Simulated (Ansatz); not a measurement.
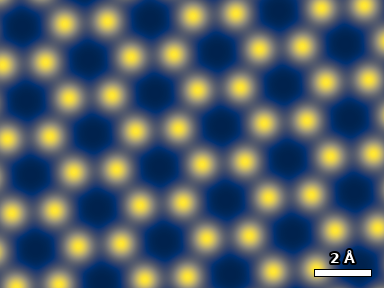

HAADF-like image of Pt (P6_3/mmc, No. 194) along [001]. Simulation: incoherent imaging, intensity Z^1.6 per atom, probe width 0.95 Å, thin sample. The probe carries 25 % of its weight in a tail 2.5 times as wide. Structure used: the geometry relaxed with DFT PBEsol, scalar-relativistic, plane waves, PAW in Ansatz; the starting structure was generated, so it need not be a known form of this composition.

**What can be read from this image?**

The columns repeat on a hexagonal net with a repeat of 2.71 Å (plane group p6mm). All columns are alike (Pt). The shortest distance between visible columns is 1.56 Å in projection. Along the beam the structure repeats every 9.84 Å.
